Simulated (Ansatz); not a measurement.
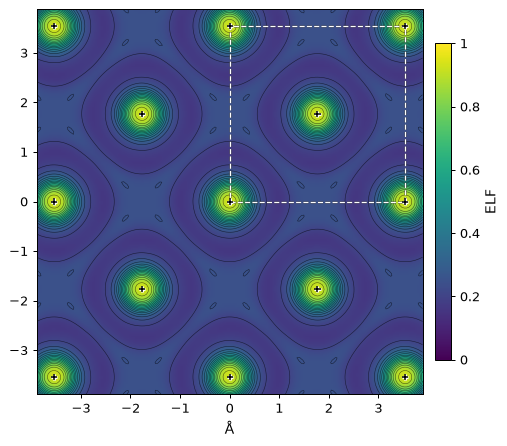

The ELF on a plane through atoms (crosses mark nuclei in the plane).

Computed with DFT, PBE, PAW with Ansatz's default frozen-core files, scalar-relativistic in Ansatz 0.2.0.

Candidates:
A. Cu, a = 3.54 Å, b = 3.54 Å, c = 3.54 Å, α = 90.00°, β = 90.00°, γ = 90.00°. Space group Fm-3m; computed pressure about 13 GPa in this cell; computed without spin polarisation.
B. Ir, a = 2.74 Å, b = 2.74 Å, c = 3.84 Å, α = 90.00°, β = 90.00°, γ = 90.00°. Space group I4/mmm; changed on purpose from its base cell (equal xx and yy strain of +1 %, PAW files); computed without spin polarisation.
C. CdS, a = 5.85 Å, b = 5.85 Å, c = 5.85 Å, α = 90.00°, β = 90.00°, γ = 90.00°. Space group F-43m; a structure from a database of computed crystals, not necessarily the ambient phase; computed pressure about 2 GPa in this cell.

> Which system is this?

Candidate A: Cu on the (100) plane of the conventional cell, which holds Cu. Cu–Cu (2.50 Å): the ELF is about 0.20 at the midpoint (no localised pair shows between them).
